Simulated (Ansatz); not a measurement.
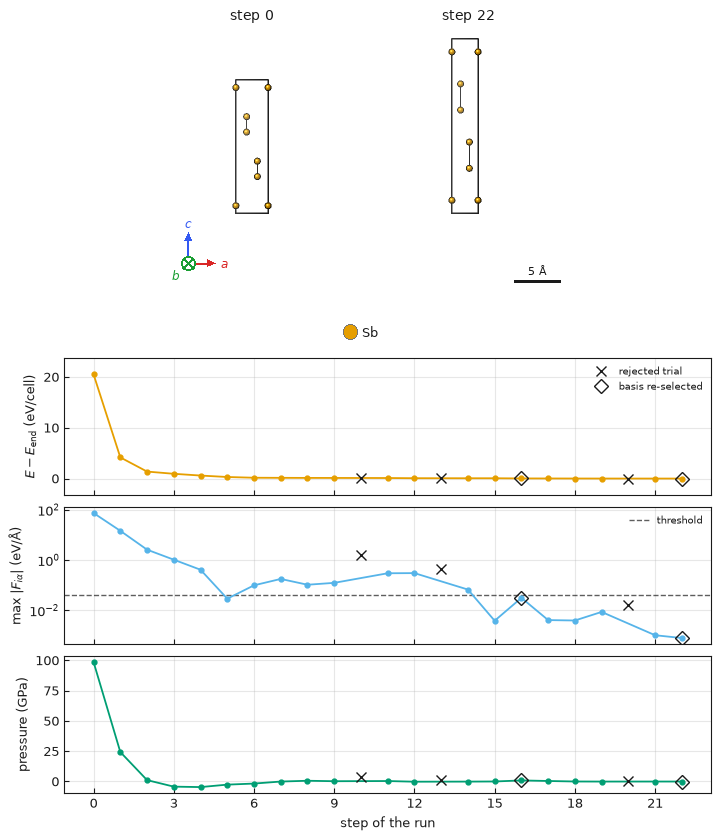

First and last geometry of a relaxation of a crystal of Sb (built on the O_166 type) (coarse preliminary run), with the history of the run. Style: ball-and-stick. Shown: the conventional cell (3 times the calculation's cell), along the b axis. Lengths and directions refer to the drawn axes.

Case: O type (R-3m, No. 166).

Computed with DFT PBE, scalar-relativistic, plane waves, PAW in Ansatz.

Input file:
```yaml
crystal:
  lattice:
    - [2.0309691247, 1.1725805708, 4.8632850834]
    - [-2.0309691247, 1.1725805708, 4.8632850834]
    - [0.0, -2.3451611417, 4.8632850834]
  atoms:
    - { symbol: Sb, position: [0.0577, 0.0577, 0.0577] }
    - { symbol: Sb, position: [0.9423, 0.9423, 0.9423] }
basis:
  ecutwfc: 420
kpoints:
  mp_grid: { grid: [6, 6, 6] }
hamiltonian:
  xc: pbe
scf:
  occupations: { method: gaussian, width: 0.1 }
  lower_state_search: "off"
output:
  forces: true
  stress: true
  eigenvalues: true
relax:
  adjacent_minimum: "off"
  f_tol: 0.04
  max_steps: 70
  cell: { stress_tol: 0.4 }
```

**Read the history and describe the run.**

It converged. The energy falls by 20.504 eV per cell of the calculation in 17 accepted moves (22 points after the start). The largest force component goes from 75 to 0.0008 eV/Å. Pressure: 98.60 GPa at the start and −0.06 GPa at the end. The line search rejected the trial steps at points 10, 13, 20 of the run. At 2 points the geometry stayed and the basis and grid were re-selected for the new cell (energy shift of 34.2 meV per cell of the calculation at most each time). The largest moves relative to the cell, 0.33 Å, are those of Sb1 and Sb2. Sb2 goes along −c. The volume changes by −13.6 %, with a = b 4.062 → 3.303 Å (−18.7 %), c 14.590 → 19.077 Å (+30.8 %). Among the contacts that change: Sb1–Sb2 1.684 → 2.865 Å. The space group stays R-3m (No. 166). The run took of the order of 50 core-seconds on a shared host.
